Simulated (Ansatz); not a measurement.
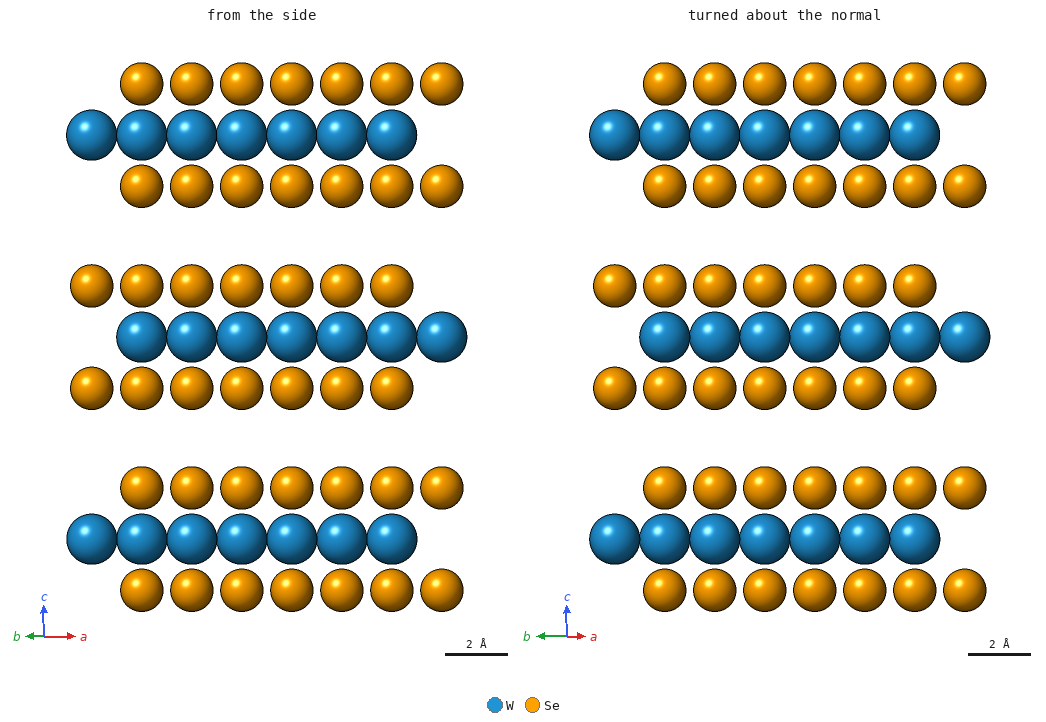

A spheres-only picture of a periodic slab, seen from the side and turned about the normal. The surface normal points up in side views; the vacuum is left out. 3×3 cells are drawn in the plane, with atoms at the edges repeated.

The cell holds 3 W, 6 Se.

> Name the terminations.

The top face ends in Se, the bottom face in Se. The two faces are alike.

> How far does the slab extend along the normal?

About 17 Å from the lowest to the highest atom.

> Name the atomic layers in order from the top face down.

Nine planes: Se / W / Se / Se / W / Se / Se / W / Se.

The initial geometry was a structure listed in the Materials Project. Relaxation method: DFT PBEsol, scalar-relativistic, plane waves, PAW in Ansatz 0.2.0.
